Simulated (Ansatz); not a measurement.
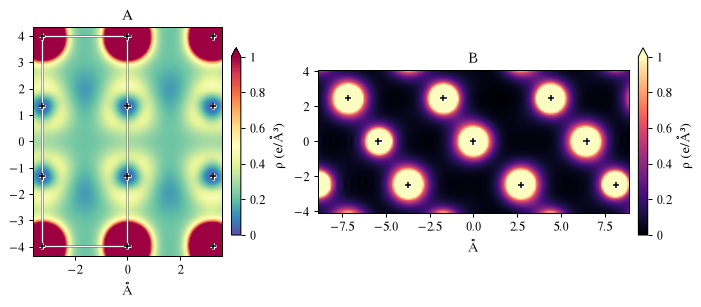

The valence electron density of 2 systems, each on a plane through atoms (crosses mark nuclei in the plane).

Theory: Ansatz 0.2.0, Kohn-Sham DFT of a periodic cell, LDA, Ansatz PAW.

System 1: Si$_{2}$Mo, the (100) plane of the conventional cell. Space group I4/mmm; not relaxed (largest force 0.4 eV/Å); computed pressure about −13 GPa in this cell.

```yaml
crystal:
  lattice:
    - [3.24211, 0.00000, 0.00000]
    - [0.00000, 3.24211, 0.00000]
    - [0.00000, 0.00000, 7.96445]
  atoms:
    - { symbol: Mo, position: [0.00000, 0.00000, 0.00000] }
    - { symbol: Mo, position: [0.50000, 0.50000, 0.50000] }
    - { symbol: Si, position: [0.00000, 0.00000, 0.66700] }
    - { symbol: Si, position: [0.50000, 0.50000, 0.16700] }
    - { symbol: Si, position: [0.00000, 0.00000, 0.33300] }
    - { symbol: Si, position: [0.50000, 0.50000, 0.83300] }
```

System 2: Ge$_{2}$Sb$_{2}$Te$_{5}$, the (110) plane of the conventional cell. Space group P-3m1; a structure from a database of computed crystals, not necessarily the ambient phase; computed pressure about −3 GPa in this cell.

```
Te Sb Ge
1.0
     4.29406    0.00000    0.00000
    -2.14703    3.71877    0.00000
     0.00000    0.00000   17.10135
Te Sb Ge
5 2 2
Direct
  0.66667 0.33333 0.41989
  0.33333 0.66667 0.58011
  0.33333 0.66667 0.20154
  0.66667 0.33333 0.79846
  0.00000 0.00000 0.00000
  0.00000 0.00000 0.32007
  0.00000 0.00000 0.67993
  0.66667 0.33333 0.10290
  0.33333 0.66667 0.89710
```

> Match each panel to its system.

Panel A is system 1, Si$_{2}$Mo: the plane holds Mo and Si. Si–Mo (2.65 Å): ρ at the midpoint is about 0.38 e/Å³. Panel B is system 2, Ge$_{2}$Sb$_{2}$Te$_{5}$: the plane holds Te, Sb and Ge. Ge–Te (3.00 Å): the density is about 0.25 e/Å³ at the midpoint.
